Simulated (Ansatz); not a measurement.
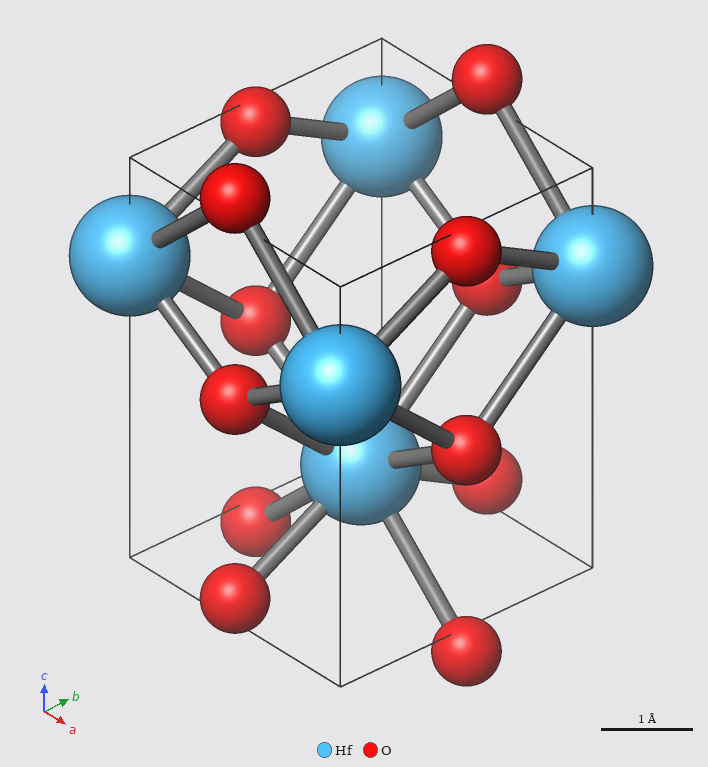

This ball-and-stick model is shown from a general direction. The wireframe shows the conventional unit cell.

HfO₂, space group Pmmn (No. 59), a = 3.54 Å, b = 3.71 Å, c = 5.26 Å, α = 90.00°, β = 90.00°, γ = 90.00°.

Level of theory and settings: Ansatz, DFT PBE, scalar-relativistic, plane waves, PAW, E_cut = 420 eV, k-points about 0.30 Å⁻¹ apart, Gaussian smearing of 0.02 eV, no spin polarisation.

Is the electronic structure metallic or gapped?

Answer. An insulator at this level, with a gap of 4.55 eV on the k-mesh (the true edges may lie between mesh points, so the gap can be somewhat smaller).

Provenance: a structure listed in the Materials Project. It was relaxed with DFT PBE, scalar-relativistic, plane waves, PAW in Ansatz 0.2.0 under a constraint or pressure on the cell, so some stress remains.
